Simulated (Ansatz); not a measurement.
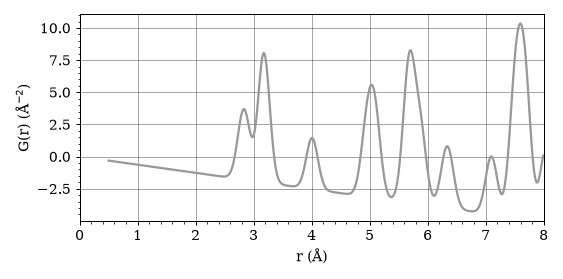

The curve is a calculated X-ray PDF: distances of the static structure, each pair weighted by the product of the atomic numbers (X-ray weights at Q = 0), broadened by Gaussians with σ = 0.10 Å.

Candidate polymorphs:

A. 
```
Ge
1.0
     2.79744    0.00000    0.00000
     0.00000    2.79744    0.00000
     0.00000    0.00000    2.79744
Ge
1
Direct
  0.00000 0.00000 0.00000
```

B. 
```xyz
4
Lattice="3.0367 0.0000 0.0000 -1.5184 2.6299 0.0000 0.0000 0.0000 9.9557" Properties=species:S:1:pos:R:3 pbc="T T T"
Ge    0.0000    0.0000    0.0000
Ge    0.0000    0.0000    4.9778
Ge    0.0000    1.7533    2.4889
Ge    1.5184    0.8766    7.4668
```

C. 
```
Ge
1.0
     4.94692    0.00000    0.00000
    -2.47346    4.28416    0.00000
     0.00000    0.00000    2.81217
Ge
3
Direct
  0.00000 0.00000 0.00000
  0.33333 0.66667 0.50000
  0.66667 0.33333 0.50000
```

Origins: A, the input geometry of an electronic-structure calculation (not necessarily at equilibrium); the starting structure was generated, so it need not be a known form of this composition; B, the geometry relaxed with Ansatz, DFT, revPBE, plane waves (420 eV) with PAW, scalar-relativistic; the starting structure was generated, so it need not be a known form of this composition; C, the input geometry of an electronic-structure calculation (not necessarily at equilibrium); the starting structure was generated, so it need not be a known form of this composition.

> Which candidate gives this PDF?

Candidate C, Ge, P6/mmm (first clear peaks at 2.83 Å (Ge–Ge) and 3.18 Å (Ge–Ge)). The others: B would give first clear peaks at 3.04 Å (Ge–Ge) and 4.30 Å (Ge–Ge); A would give first clear peaks at 2.80 Å (Ge–Ge) and 3.96 Å (Ge–Ge).
